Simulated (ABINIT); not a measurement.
**Run report: Y, geometry relaxation (part 3 of 3)**

Y (2 atoms in the cell); Kohn-Sham DFT of a periodic cell, LDA-PZ, HGH LDA, no spin polarisation (ABINIT 10.8.3); cutoff 408.17 eV, 6×6×4 k-mesh, fermi-dirac of 0.05 eV. The structure derives from an entry of the Crystallography Open Database.

Geometry of the input (Å; fractional positions):
```
3.6474  0.0000  0.0000
-1.8237  3.1587  0.0000
0.0000  0.0000  5.7306
Y  0.6667  0.3333  0.7500
Y  0.3333  0.6667  0.2500
```

### The program's output, continued
```
 Cartesian coordinates (xcart) [bohr]
  3.30850677984167E+00  1.91016727999161E+00  7.66311046909643E+00
 -1.93697913981113E-16  3.82033455998323E+00  2.55437015636548E+00
 Reduced coordinates (xred)
  6.66666666666667E-01  3.33333333333333E-01  7.50000000000000E-01
  3.33333333333333E-01  6.66666666666667E-01  2.50000000000000E-01
 Cartesian forces (fcart) [Ha/bohr]; max,rms= 4.40512E-30 2.93675E-30 (free atoms)
  2.54329728856114E-30 -4.40512012246090E-30 -0.00000000000000E+00
 -2.54329728856114E-30  4.40512012246090E-30 -0.00000000000000E+00
 Gradient of E wrt nuclear positions in reduced coordinates (gred)
 -1.68290326447149E-29  3.36580652894298E-29 -0.00000000000000E+00
  1.68290326447149E-29 -3.36580652894298E-29 -0.00000000000000E+00
 Scale of Primitive Cell (acell) [bohr]
  6.61701355968335E+00  6.61701355977252E+00  1.02174806254619E+01
 Real space primitive translations (rprimd) [bohr]
  6.61701355968335E+00  0.00000000000000E+00  0.00000000000000E+00
 -3.30850677984167E+00  5.73050183997485E+00  0.00000000000000E+00
  0.00000000000000E+00  0.00000000000000E+00  1.02174806254619E+01
 Unitary Cell Volume (ucvol) [Bohr^3]=  3.87434689952054E+02
 Angles (23,13,12)= [degrees]
  9.00000000000000E+01  9.00000000000000E+01  1.19999999999554E+02
 Lengths [Bohr]
  6.61701355968335E+00  6.61701355977252E+00  1.02174806254619E+01
 Stress tensor in cartesian coordinates (strten) [Ha/bohr^3]
 -2.09053059925112E-06  0.00000000000000E+00  0.00000000000000E+00
  0.00000000000000E+00 -2.09053063169738E-06  0.00000000000000E+00
  0.00000000000000E+00  0.00000000000000E+00 -5.18274533885450E-07
 Total energy (etotal) [Ha]= -3.21200327244577E+00

 Difference of energy with previous step (new-old):
           Absolute (Ha)=-5.21734E-06
           Relative     =-1.62433E-06

--- Iteration: ( 7/50) Internal Cycle: (1/1)
--------------------------------------------------------------------------------

---SELF-CONSISTENT-FIELD CONVERGENCE--------------------------------------------

--- !BeginCycle
iteration_state: {dtset: 1, itime: 7, icycle: 1, }
solver: {iscf: 7, nstep: 80, nline: 4, wfoptalg: 0, }
tolerances: {tolvrs: 1.00E-12, }
...

     iter   Etot(hartree)      deltaE(h)  residm     vres2
 ETOT  1  -3.2120037768164    -3.212E+00 1.001E-05 1.749E-05
 ETOT  2  -3.2120037818217    -5.005E-09 1.069E-05 7.513E-07
 ETOT  3  -3.2120037820869    -2.651E-10 5.017E-05 2.153E-09
 ETOT  4  -3.2120037820884    -1.567E-12 8.788E-06 2.711E-11
 ETOT  5  -3.2120037820885    -3.864E-14 4.423E-05 6.270E-13

 At SCF step    5       vres2   =  6.27E-13 < tolvrs=  1.00E-12 =>converged.

 Cartesian components of stress tensor (hartree/bohr^3)
  sigma(1 1)= -6.49182667E-07  sigma(3 2)=  0.00000000E+00
  sigma(2 2)= -6.49182699E-07  sigma(3 1)=  0.00000000E+00
  sigma(3 3)= -5.85940385E-07  sigma(2 1)=  0.00000000E+00

--- !ResultsGS
iteration_state: {dtset: 1, itime: 7, icycle: 1, }
comment   : Summary of ground state results
lattice_vectors:
- [  6.6206224,   0.0000000,   0.0000000, ]
- [ -3.3103112,   5.7336272,   0.0000000, ]
- [  0.0000000,   0.0000000,  10.2141569, ]
lattice_lengths: [   6.62062,    6.62062,   10.21416, ]
lattice_angles: [ 90.000,  90.000, 120.000, ] # degrees, (23, 13, 12)
lattice_volume:   3.8773124E+02
convergence: {deltae: -3.864E-14, res2:  6.270E-13, residm:  4.423E-05, diffor: null, }
etotal    :  -3.21200378E+00
entropy   :   0.00000000E+00
fermie    :   1.37759056E-01
cartesian_stress_tensor: # hartree/bohr^3
- [ -6.49182667E-07,   0.00000000E+00,   0.00000000E+00, ]
- [  0.00000000E+00,  -6.49182699E-07,   0.00000000E+00, ]
- [  0.00000000E+00,   0.00000000E+00,  -5.85940385E-07, ]
pressure_GPa:   1.8479E-02
xred      :
- [  6.6667E-01,   3.3333E-01,   7.5000E-01,  Y]
- [  3.3333E-01,   6.6667E-01,   2.5000E-01,  Y]
cartesian_forces: # hartree/bohr
- [  5.08382195E-30,  -8.80543791E-30,  -0.00000000E+00, ]
- [ -5.08382195E-30,   8.80543791E-30,  -0.00000000E+00, ]
force_length_stats: {min:   1.01676439E-29, max:   1.01676439E-29, mean:   1.01676439E-29, }
...

 Integrated electronic density in atomic spheres:
 ------------------------------------------------
 Atom  Sphere_radius  Integrated_density
    1        2.00000          0.52652376
    2        2.00000          0.52652376

---OUTPUT-----------------------------------------------------------------------

 Cartesian coordinates (xcart) [bohr]
  3.31031118233472E+00  1.91120905225672E+00  7.66061766768058E+00
  1.02094454026466E-16  3.82241810451344E+00  2.55353922256019E+00
 Reduced coordinates (xred)
  6.66666666666667E-01  3.33333333333333E-01  7.50000000000000E-01
  3.33333333333333E-01  6.66666666666667E-01  2.50000000000000E-01
 Cartesian forces (fcart) [Ha/bohr]; max,rms= 8.80544E-30 5.87029E-30 (free atoms)
  5.08382194837816E-30 -8.80543791106656E-30 -0.00000000000000E+00
 -5.08382194837816E-30  8.80543791106656E-30 -0.00000000000000E+00
 Gradient of E wrt nuclear positions in reduced coordinates (gred)
 -3.36580652894298E-29  6.73161305788597E-29 -0.00000000000000E+00
  3.36580652894298E-29 -6.73161305788597E-29 -0.00000000000000E+00
 Scale of Primitive Cell (acell) [bohr]
  6.62062236466944E+00  6.62062236475866E+00  1.02141568902408E+01
 Real space primitive translations (rprimd) [bohr]
  6.62062236466944E+00  0.00000000000000E+00  0.00000000000000E+00
 -3.31031118233472E+00  5.73362715677016E+00  0.00000000000000E+00
  0.00000000000000E+00  0.00000000000000E+00  1.02141568902408E+01
 Unitary Cell Volume (ucvol) [Bohr^3]=  3.87731235989240E+02
 Angles (23,13,12)= [degrees]
  9.00000000000000E+01  9.00000000000000E+01  1.19999999999554E+02
 Lengths [Bohr]
  6.62062236466944E+00  6.62062236475866E+00  1.02141568902408E+01
 Stress tensor in cartesian coordinates (strten) [Ha/bohr^3]
 -6.49182666552376E-07  0.00000000000000E+00  0.00000000000000E+00
  0.00000000000000E+00 -6.49182699000270E-07  0.00000000000000E+00
  0.00000000000000E+00  0.00000000000000E+00 -5.85940384987107E-07
 Total energy (etotal) [Ha]= -3.21200378208846E+00

 Difference of energy with previous step (new-old):
           Absolute (Ha)=-5.09643E-07
           Relative     =-1.58668E-07

--- Iteration: ( 8/50) Internal Cycle: (1/1)
--------------------------------------------------------------------------------

---SELF-CONSISTENT-FIELD CONVERGENCE--------------------------------------------

--- !BeginCycle
iteration_state: {dtset: 1, itime: 8, icycle: 1, }
solver: {iscf: 7, nstep: 80, nline: 4, wfoptalg: 0, }
tolerances: {tolvrs: 1.00E-12, }
...

     iter   Etot(hartree)      deltaE(h)  residm     vres2
 ETOT  1  -3.2120038380615    -3.212E+00 4.567E-06 6.860E-07
 ETOT  2  -3.2120038382058    -1.443E-10 3.289E-06 2.630E-08
 ETOT  3  -3.2120038382128    -7.058E-12 9.939E-07 9.076E-11
 ETOT  4  -3.2120038382129    -8.527E-14 2.321E-06 6.223E-13

 At SCF step    4       vres2   =  6.22E-13 < tolvrs=  1.00E-12 =>converged.

 Cartesian components of stress tensor (hartree/bohr^3)
  sigma(1 1)= -1.97623032E-08  sigma(3 2)=  0.00000000E+00
  sigma(2 2)= -1.97623357E-08  sigma(3 1)=  0.00000000E+00
  sigma(3 3)= -8.40595122E-08  sigma(2 1)=  0.00000000E+00

--- !ResultsGS
iteration_state: {dtset: 1, itime: 8, icycle: 1, }
comment   : Summary of ground state results
lattice_vectors:
- [  6.6218295,   0.0000000,   0.0000000, ]
- [ -3.3109148,   5.7346726,   0.0000000, ]
- [  0.0000000,   0.0000000,  10.2148503, ]
lattice_lengths: [   6.62183,    6.62183,   10.21485, ]
lattice_angles: [ 90.000,  90.000, 120.000, ] # degrees, (23, 13, 12)
lattice_volume:   3.8789898E+02
convergence: {deltae: -8.527E-14, res2:  6.223E-13, residm:  2.321E-06, diffor: null, }
etotal    :  -3.21200384E+00
entropy   :   0.00000000E+00
fermie    :   1.37673563E-01
cartesian_stress_tensor: # hartree/bohr^3
- [ -1.97623032E-08,   0.00000000E+00,   0.00000000E+00, ]
- [  0.00000000E+00,  -1.97623357E-08,   0.00000000E+00, ]
- [  0.00000000E+00,   0.00000000E+00,  -8.40595122E-08, ]
pressure_GPa:   1.2120E-03
xred      :
- [  6.6667E-01,   3.3333E-01,   7.5000E-01,  Y]
- [  3.3333E-01,   6.6667E-01,   2.5000E-01,  Y]
cartesian_forces: # hartree/bohr
- [ -0.00000000E+00,  -0.00000000E+00,   1.31800522E-29, ]
- [ -0.00000000E+00,  -0.00000000E+00,  -1.31800522E-29, ]
force_length_stats: {min:   1.31800522E-29, max:   1.31800522E-29, mean:   1.31800522E-29, }
...

 Integrated electronic density in atomic spheres:
 ------------------------------------------------
 Atom  Sphere_radius  Integrated_density
    1        2.00000          0.52655317
    2        2.00000          0.52655317

---OUTPUT-----------------------------------------------------------------------

 Cartesian coordinates (xcart) [bohr]
  3.31091476671924E+00  1.91155753186361E+00  7.66113775280277E+00
 -1.94054367644376E-16  3.82311506372722E+00  2.55371258426759E+00
 Reduced coordinates (xred)
  6.66666666666667E-01  3.33333333333333E-01  7.50000000000000E-01
  3.33333333333333E-01  6.66666666666667E-01  2.50000000000000E-01
 Cartesian forces (fcart) [Ha/bohr]; max,rms= 1.31801E-29 7.60951E-30 (free atoms)
 -0.00000000000000E+00 -0.00000000000000E+00  1.31800522489429E-29
 -0.00000000000000E+00 -0.00000000000000E+00 -1.31800522489429E-29
 Gradient of E wrt nuclear positions in reduced coordinates (gred)
 -0.00000000000000E+00 -0.00000000000000E+00 -1.34632261157719E-28
  0.00000000000000E+00 -0.00000000000000E+00  1.34632261157719E-28
 Scale of Primitive Cell (acell) [bohr]
  6.62182953343849E+00  6.62182953352773E+00  1.02148503370704E+01
 Real space primitive translations (rprimd) [bohr]
  6.62182953343849E+00  0.00000000000000E+00  0.00000000000000E+00
 -3.31091476671924E+00  5.73467259559083E+00  0.00000000000000E+00
  0.00000000000000E+00  0.00000000000000E+00  1.02148503370704E+01
 Unitary Cell Volume (ucvol) [Bohr^3]=  3.87898975514089E+02
 Angles (23,13,12)= [degrees]
  9.00000000000000E+01  9.00000000000000E+01  1.19999999999554E+02
 Lengths [Bohr]
  6.62182953343849E+00  6.62182953352773E+00  1.02148503370704E+01
 Stress tensor in cartesian coordinates (strten) [Ha/bohr^3]
 -1.97623032166180E-08  0.00000000000000E+00  0.00000000000000E+00
  0.00000000000000E+00 -1.97623356597417E-08  0.00000000000000E+00
  0.00000000000000E+00  0.00000000000000E+00 -8.40595122192844E-08
 Total energy (etotal) [Ha]= -3.21200383821290E+00

 Difference of energy with previous step (new-old):
           Absolute (Ha)=-5.61244E-08
           Relative     =-1.74733E-08

 At Broyd/MD step   8, gradients are converged :
  max grad (force/stress) = 8.4060E-06 < tolmxf= 2.0000E-05 ha/bohr (free atoms)

================================================================================

 ----iterations are completed or convergence reached----

 Mean square residual over all n,k,spin=   15.797E-09; max=  23.212E-07
 reduced coordinates (array xred) for    2 atoms
       0.666666666667      0.333333333333      0.750000000000
       0.333333333333      0.666666666667      0.250000000000
 rms dE/dt=  7.7730E-29; max dE/dt=  1.3463E-28; dE/dt below (all hartree)
    1       0.000000000000      0.000000000000     -0.000000000000
    2       0.000000000000      0.000000000000      0.000000000000

 cartesian coordinates (angstrom) at end:
    1      1.75206064060143     1.01155268250596     4.05409950562150
    2     -0.00000000000000     2.02310536501192     1.35136650187383

 cartesian forces (hartree/bohr) at end:
    1     -0.00000000000000    -0.00000000000000     0.00000000000000
    2     -0.00000000000000    -0.00000000000000    -0.00000000000000
 frms,max,avg= 7.6095067E-30 1.3180052E-29   0.000E+00  0.000E+00  0.000E+00 h/b

 cartesian forces (eV/Angstrom) at end:
    1     -0.00000000000000    -0.00000000000000     0.00000000000000
    2     -0.00000000000000    -0.00000000000000    -0.00000000000000
 frms,max,avg= 3.9129657E-28 6.7774554E-28   0.000E+00  0.000E+00  0.000E+00 e/A
 length scales=  6.621829533438  6.621829533528 10.214850337070 bohr
              =  3.504121281203  3.504121281250  5.405466007495 angstroms
 Fermi (or HOMO) energy (hartree) =   0.13767   Average Vxc (hartree)=  -0.29193
 Eigenvalues (hartree) for nkpt=  21  k points:
 kpt#   1, nband=  7, wtk=  0.00694, kpt=  0.0000  0.0000  0.0000 (reduced coord)
  -0.04327    0.06207    0.18901    0.20237    0.20237    0.21953    0.22940
      occupation numbers for kpt#   1
   2.00000    2.00000    0.00000    0.00000    0.00000    0.00000    0.00000
 prteigrs : prtvol=0 or 1, do not print more k-points.

--- !EnergyTerms
iteration_state     : {dtset: 1, itime: 8, icycle: 1, }
comment             : Components of total free energy in Hartree
kinetic             :  2.96133034338063E+00
hartree             :  2.53473728642102E-03
xc                  : -1.35260008713663E+00
Ewald energy        : -4.48855336135755E+00
psp_core            :  3.50187083967980E-01
local_psp           :  3.63353923601495E-02
non_local_psp       : -7.20072720218370E-01
internal            : -3.21083861171737E+00
'-kT*entropy'       : -1.16522649553170E-03
total_energy        : -3.21200383821290E+00
total_energy_eV     : -8.74030770651847E+01
band_energy         :  5.22027555709530E-01
...

 Cartesian components of stress tensor (hartree/bohr^3)
  sigma(1 1)= -1.97623032E-08  sigma(3 2)=  0.00000000E+00
  sigma(2 2)= -1.97623357E-08  sigma(3 1)=  0.00000000E+00
  sigma(3 3)= -8.40595122E-08  sigma(2 1)=  0.00000000E+00

-Cartesian components of stress tensor (GPa)         [Pressure=  1.2120E-03 GPa]
- sigma(1 1)= -5.81427034E-04  sigma(3 2)=  0.00000000E+00
- sigma(2 2)= -5.81427989E-04  sigma(3 1)=  0.00000000E+00
- sigma(3 3)= -2.47311623E-03  sigma(2 1)=  0.00000000E+00

== END DATASET(S) ==============================================================
================================================================================

 -outvars: echo values of variables after computation  --------
            acell      6.6218295334E+00  6.6218295335E+00  1.0214850337E+01 Bohr
           etotal     -3.2120038382E+00
            fcart     -0.0000000000E+00 -0.0000000000E+00  1.3180052249E-29
                      -0.0000000000E+00 -0.0000000000E+00 -1.3180052249E-29
            rprim      1.0000000000E+00  0.0000000000E+00  0.0000000000E+00
                      -4.9999999999E-01  8.6602540379E-01  0.0000000000E+00
                       0.0000000000E+00  0.0000000000E+00  1.0000000000E+00
           strten     -1.9762303217E-08 -1.9762335660E-08 -8.4059512219E-08
                       0.0000000000E+00  0.0000000000E+00  0.0000000000E+00
           xangst      1.7520606406E+00  1.0115526825E+00  4.0540995056E+00
                      -1.0268914896E-16  2.0231053650E+00  1.3513665019E+00
             xred      6.6666666667E-01  3.3333333333E-01  7.5000000000E-01
                       3.3333333333E-01  6.6666666667E-01  2.5000000000E-01
 Calculation completed.
```

### Trajectory as extended XYZ (Å, eV, eV/Å), 8 frames, from step=0 to step=7
```
2
Lattice="3.6474 0.0000 0.0000 -1.8237 3.1587 0.0000 0.0000 0.0000 5.7306" Properties=species:S:1:pos:R:3:forces:R:3 step=0 energy=-87.25877
Y     1.8237    1.0529    4.2980    0.0000   0.0000   0.0000
Y     0.0000    2.1058    1.4326    0.0000   0.0000   0.0000
2
Lattice="3.6309 0.0000 0.0000 -1.8154 3.1444 0.0000 0.0000 0.0000 5.6972" Properties=species:S:1:pos:R:3:forces:R:3 step=1 energy=-87.28764
Y     1.8154    1.0481    4.2729    0.0000   0.0000   0.0000
Y     0.0000    2.0963    1.4243    0.0000   0.0000   0.0000
2
Lattice="3.4875 0.0000 0.0000 -1.7437 3.0202 0.0000 0.0000 0.0000 5.4042" Properties=species:S:1:pos:R:3:forces:R:3 step=2 energy=-87.40231
Y     1.7437    1.0068    4.0532    0.0000   0.0000   0.0000
Y     0.0000    2.0135    1.3511    0.0000   0.0000   0.0000
2
Lattice="3.4974 0.0000 0.0000 -1.7487 3.0289 0.0000 0.0000 0.0000 5.4230" Properties=species:S:1:pos:R:3:forces:R:3 step=3 energy=-87.40290
Y     1.7487    1.0096    4.0673    0.0000   0.0000   0.0000
Y     0.0000    2.0192    1.3558    0.0000   0.0000   0.0000
2
Lattice="3.4975 0.0000 0.0000 -1.7488 3.0289 0.0000 0.0000 0.0000 5.4217" Properties=species:S:1:pos:R:3:forces:R:3 step=4 energy=-87.40292
Y     1.7488    1.0096    4.0662    0.0000   0.0000   0.0000
Y     0.0000    2.0193    1.3554    0.0000   0.0000   0.0000
2
Lattice="3.5016 0.0000 0.0000 -1.7508 3.0325 0.0000 0.0000 0.0000 5.4069" Properties=species:S:1:pos:R:3:forces:R:3 step=5 energy=-87.40306
Y     1.7508    1.0108    4.0551    0.0000   0.0000   0.0000
Y     0.0000    2.0216    1.3517    0.0000   0.0000   0.0000
2
Lattice="3.5035 0.0000 0.0000 -1.7517 3.0341 0.0000 0.0000 0.0000 5.4051" Properties=species:S:1:pos:R:3:forces:R:3 step=6 energy=-87.40308
Y     1.7517    1.0114    4.0538    0.0000   0.0000   0.0000
Y     0.0000    2.0227    1.3513    0.0000   0.0000   0.0000
2
Lattice="3.5041 0.0000 0.0000 -1.7521 3.0347 0.0000 0.0000 0.0000 5.4055" Properties=species:S:1:pos:R:3:forces:R:3 step=7 energy=-87.40308
Y     1.7521    1.0116    4.0541    0.0000   0.0000   0.0000
Y     0.0000    2.0231    1.3514    0.0000   0.0000   0.0000
```

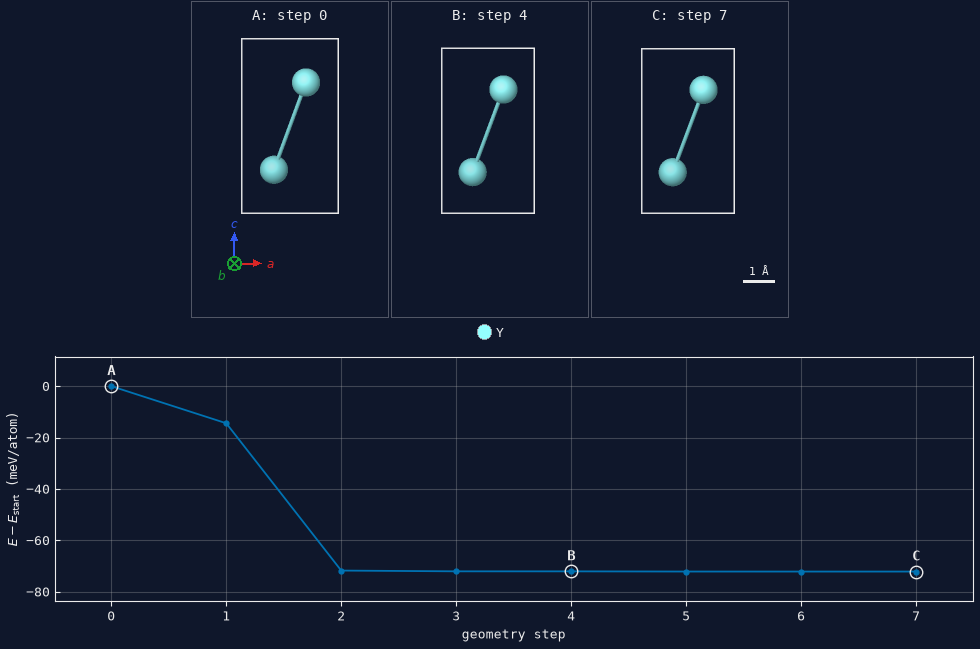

Figure 1. Frames of the relaxation (ball-and-stick view of the cell of the calculation, along the b axis) above the curves, on which the letters mark them (steps are counted from 0).

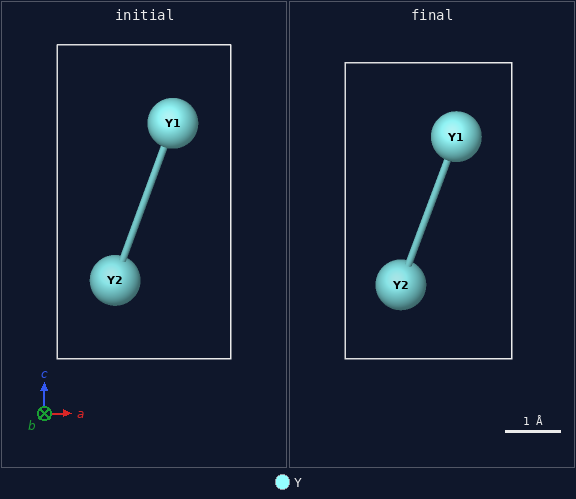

Figure 2. Before (left) and after (right) the relaxation, at one scale (ball-and-stick view of the cell of the calculation, along the b axis). No atom moves by more than 0.005 Å relative to the cell. Cell: a = b 3.647 → 3.504 Å (−3.9 %), c 5.731 → 5.405 Å (−5.7 %). Volume −12.9 %. Among the contacts that change: Y1–Y2 3.556 → 3.376 Å, Y1–Y1 3.647 → 3.504 Å. The space group stays P6_3/mmc (No. 194). The energy falls by 72.2 meV per atom in 7 geometry steps. All forces vanish by symmetry, so only the cell relaxes. (Atoms are counted from 1 in the order of the input.)

### Results in brief

```tsv
quantity	value
outcome	converged
space group (tolerance 0.01 Å)	P6₃/mmc (194)
electrons treated	6
free energy	−87.4031 eV
Fermi energy	3.746 eV
gap on the k-point mesh	none (metallic)
pressure	0.00 GPa
final volume	57.48 Å³
largest force (length of the vector) at the end	under 0.001 eV/Å
final cell	a = 3.504 Å, b = 3.504 Å, c = 5.405 Å, α = 90.00°, β = 90.00°, γ = 120.00°
wall time	31 s
peak memory	0.06 GiB
```
